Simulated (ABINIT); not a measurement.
**Phonons q calculation, with input and output: CdO (part 3 of 3)**

Continued. System: CdO (2 atoms in the cell). Method: Kohn-Sham DFT of a periodic cell, PBE, PseudoDojo NC SR PBE v0.4.1 standard, no spin polarisation (ABINIT 10.8.3); cutoff 1278.94 eV, 6×6×6 k-mesh, fermi-dirac of 0.05 eV. The structure derives from an entry of the Crystallography Open Database.

Geometry of the input (Å; fractional positions):
```
0.0000  2.3495  2.3495
2.3495  0.0000  2.3495
2.3495  2.3495  0.0000
Cd 0.0000  0.0000  0.0000
O  0.5000  0.5000  0.5000
```

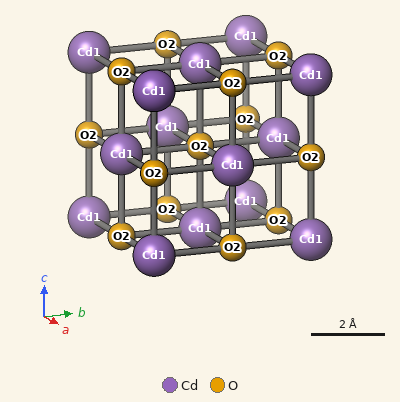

Fig. 1: The structure (ball-and-stick view of the cell 4 times as large as that of the calculation, set on its symmetry axes, seen slightly off an axis; atoms are numbered from 1 in the order of the input).

Results in brief:

```json
{"quantity": "outcome", "value": "converged"}
{"quantity": "space group (tolerance 0.01 Å)", "value": "Fm-3m (225)"}
{"quantity": "electrons treated", "value": "26"}
{"quantity": "free energy", "value": "−5220.9096 eV"}
{"quantity": "Fermi energy of the self-consistent step", "value": "8.457 eV"}
{"quantity": "gap on the k-point mesh", "value": "0.48 eV"}
{"quantity": "pressure", "value": "5.39 GPa"}
{"quantity": "largest force (length of the vector)", "value": "under 0.001 eV/Å"}
{"quantity": "hardware", "value": "4 threads of Arm Neoverse V2, 24 GiB of memory available, shared host"}
{"quantity": "wall time", "value": "20 min (CPU time 78 min)"}
{"quantity": "peak memory", "value": "1.6 GiB"}
```

Further notes kept with the run: chneut/=0 not allowed with q/=0 => chneut reset to 0 locally; asr/=0 not allowed with q/=0 => asr reset to 0 locally. The cell is under a pressure of 5.4 GPa at this level, so it is not at its equilibrium volume.
